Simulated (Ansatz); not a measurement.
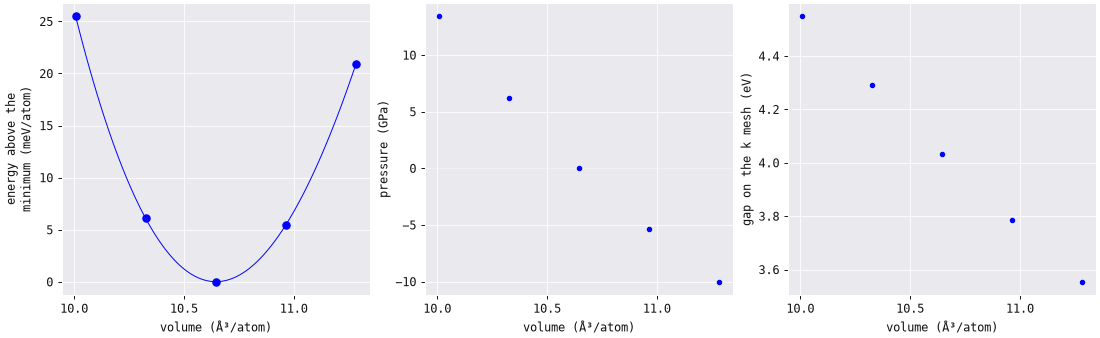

The plot gives the computed energy above the minimum, pressure and gap on the k mesh against volume for AlN, space group P6_3mc (No. 186).

Structure:
```xyz
4
Lattice="3.1302 0.0000 0.0000 -1.5651 2.7109 0.0000 0.0000 0.0000 5.0180" Properties=species:S:1:pos:R:3 pbc="T T T"
Al    0.0000    1.8072   -0.0039
Al    1.5651    0.9036    2.5051
N     0.0000    1.8072    1.9107
N     1.5651    0.9036    4.4197
```

Computed with Ansatz 0.2.0: third-order Birch-Murnaghan fit to density functional energies at scaled volumes of the given relaxed cell, shape and atoms relaxed at each volume; energies count from the fitted minimum; plane waves with PAW datasets, Γ-centred k mesh. Level: PBE, no spin polarisation.

- wave cutoff: 420 eV
- k mesh: 12×12×6
- occupations: Gaussian
- smearing width: 0.02 eV

Give the fitted equation-of-state parameters.

Answer. A third-order Birch–Murnaghan fit gives V0 = 10.65 Å³/atom, B0 = 193 GPa and B′ = 3.9.

Read off the course of the pressure.

Answer. It falls from 13.43 GPa at volume 10.007 Å³/atom to −10.02 GPa at 11.284 Å³/atom, and changes sign near 10.64 Å³/atom.

Does the gap close anywhere in the range?

Answer. It stays open and runs from 4.549 eV at volume 10.007 Å³/atom to 3.554 eV at 11.284 Å³/atom.
